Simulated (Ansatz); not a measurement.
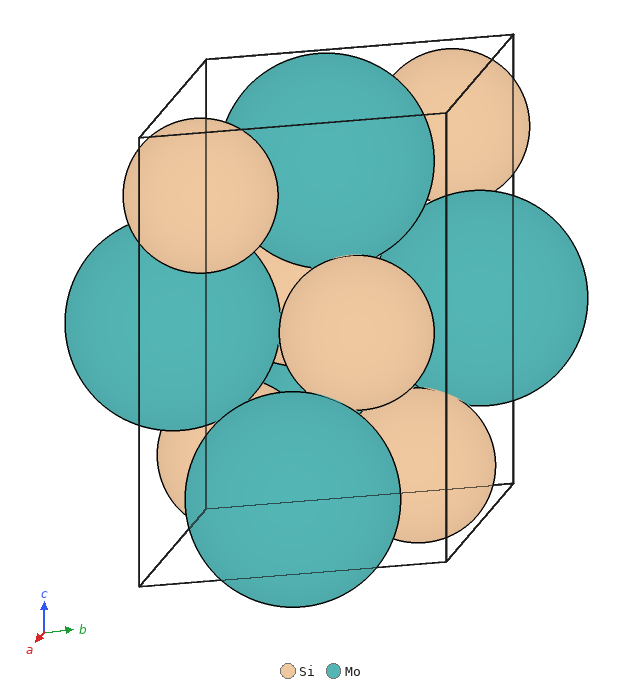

Space-filling drawing of the structure, looking slightly off an axis. Thin lines show the conventional unit cell, with boundary atoms drawn in all their periodic places.

Si2Mo, space group P6_222 (No. 180), a = 4.584 Å, b = 4.584 Å, c = 6.577 Å, α = 90.00°, β = 90.00°, γ = 120.00°. Origin of the cell: a structure listed in the Materials Project. Earlier steps of the study may have refined or changed the cell and positions. It went into a calculation with Ansatz.

This one geometry was computed with Ansatz (DFT, plane waves, PAW) at five levels of theory: PBE, PBE0, r2SCAN, PBE with spin-orbit coupling and HSE06. It was relaxed beforehand with r2SCAN.

Question: Which level gives the highest pressure at this volume, and what does that say about its equilibrium volume?

Answer: Highest: PBE (3.8 GPa) and PBE with spin-orbit coupling (3.8 GPa), which points to the largest equilibrium volume. Lowest, with the smallest volume: PBE0 (-2.5 GPa) and HSE06 (-2.2 GPa). Levels within 0.5 GPa of each other can't be told apart.

Question: How does the band gap change with the level of theory?

Answer: PBE with spin-orbit coupling: a gap of 0.05 eV, indirect; PBE: a gap of 0.05 eV, indirect; r2SCAN: a gap of 0.16 eV, indirect; HSE06: a gap of 0.54 eV, indirect; PBE0: a gap of 1.17 eV, indirect.

Question: Collect the results in a table.

Answer:
| level | cutoff (eV) | k-mesh of the run's cell | gap (eV) | pressure (GPa) |
| --- | --- | --- | --- | --- |
| PBE | 420 | 6×6×4 | 0.05 | 3.8 |
| PBE0 | 420 | 6×6×2 | 1.17 | -2.5 |
| r2SCAN | 500 | 6×6×4 | 0.16 | 0.0 |
| PBE with spin-orbit coupling | 420 | 6×6×4 | 0.05 | 3.8 |
| HSE06 | 420 | 6×6×2 | 0.54 | -2.2 |

Gaps are taken on the k-mesh or band path of each run.
